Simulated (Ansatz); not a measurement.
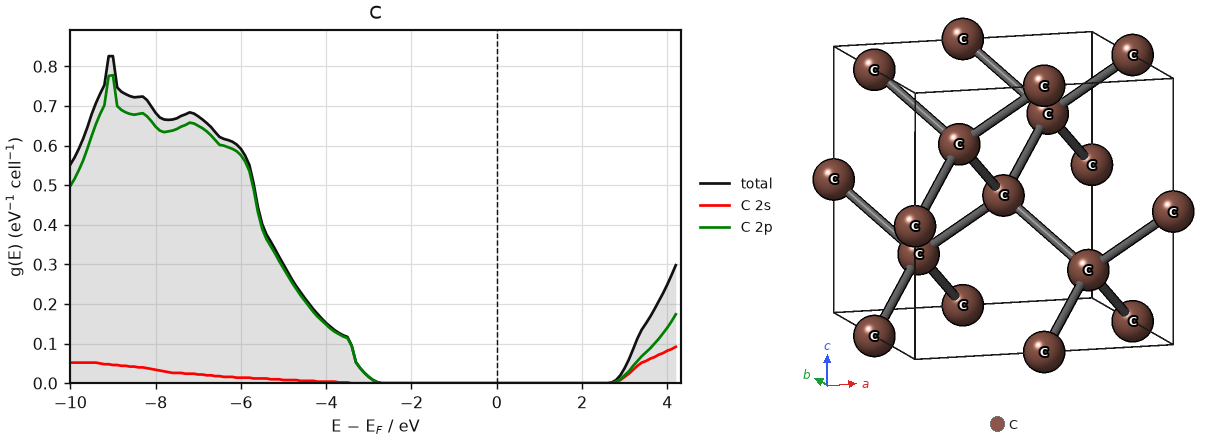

Density of states, beside the structure. Energies are counted from the Fermi level. The partial curves are projected on Löwdin-orthogonalised atomic shells.

Input of the run:

```
crystal:
  lattice:
    - [0.0, 1.7857368623, 1.7857368623]
    - [1.7857368623, 0.0, 1.7857368623]
    - [1.7857368623, 1.7857368623, 0.0]
  atoms:
    - { symbol: C, position: [0.0, 0.0, 0.0] }
    - { symbol: C, position: [0.25, 0.25, 0.25] }
basis:
  ecutwfc: 420
kpoints:
  mp_grid: { grid: [8, 8, 8] }
  band_path:
    path:
      - [[0.0, 0.0, 0.0], [0.5, 0.0, 0.5], [0.625, 0.25, 0.625]]
      - [[0.375, 0.375, 0.75], [0.0, 0.0, 0.0], [0.5, 0.5, 0.5], [0.5, 0.25, 0.75], [0.5, 0.0, 0.5]]
    npoints: 4
hamiltonian:
  xc: hse06
scf:
  occupations: { method: gaussian, width: 0.02 }
output:
  forces: true
  stress: true
  eigenvalues: true
  populations: true
  dos: { projected: true, de: 0.02 }
  bader: false
```

Launched with:
```bash
ansatz run input.yaml --threads 2 --pin off --max-ram 5120MiB --backend cpu --events-out ev --progress --plain --runs-dir out
```

> Metal or insulator, going by the density of states?

There is a gap; over the k points computed it is 5.28 eV.

> What is the character of the states on either side of the gap?

By projected weight, the top eV of the valence band is C 2p almost alone; the bottom eV of the conduction band is C 2p (55 %) and C 2s (45 %).

The cell is at −10 GPa in this functional.
